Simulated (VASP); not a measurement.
System: Bi2Se3.

Input file:

```
  PREC = Accurate
  ENCUT = 520
  EDIFF = 1E-7
  ISMEAR = -1
  SIGMA = 0.05
  LREAL = False
  LASPH = True
  NELM = 100
  ALGO = Normal
  ISIF = 2
  LWAVE = False
  LCHARG = True
  GGA = PS
  LVHAR = True
  NBANDS = 32
  KPAR = 2
```

Run with:

```sh
cat potpaw_PBE.64/Bi_d/POTCAR potpaw_PBE.64/Se/POTCAR > POTCAR
mpirun -np 2 vasp_std > vasp.out
```

Below, planes, directions and counts refer to the conventional cell (a = 4.14 Å, b = 4.14 Å, c = 9.84 Å, α = 77.85°, β = 77.85°, γ = 60.00°).

Space group P1; changed on purpose from its base cell (atoms moved at random by about 0.05 A); not relaxed (largest force 0.4 eV/Å).

The calculation used VASP, Kohn-Sham DFT of a periodic cell, PBEsol, VASP PAW PBE potentials, recommended.

**Predict the valence pseudo-density between the atoms.**

Bi–Se (2.84 Å): the density is about 0.34 e/Å³ at the midpoint.
Bi–Se (2.84 Å): ρ at the midpoint is about 0.34 e/Å³.
Bi–Se (3.03 Å): ρ at the midpoint is about 0.24 e/Å³.
Bi–Se (3.11 Å): the density is about 0.21 e/Å³ at the midpoint.

**Does the calculation make it a metal, or give it a gap?**

It is gapped, with a Kohn–Sham gap of 0.27 eV on the k-point mesh (the band edges may lie off the mesh, which would make the gap smaller).

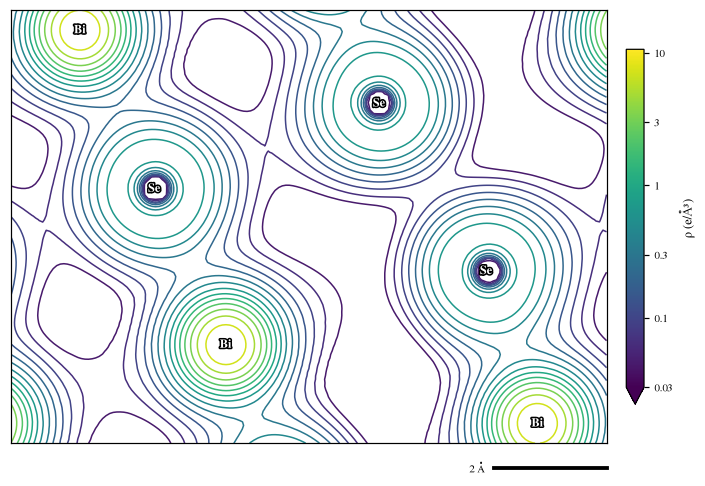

Computed valence pseudo-density on the (11̄0) plane of the conventional cell. 

Core electrons are frozen (PAW), and the valence fields are smoothed inside the atomic spheres.
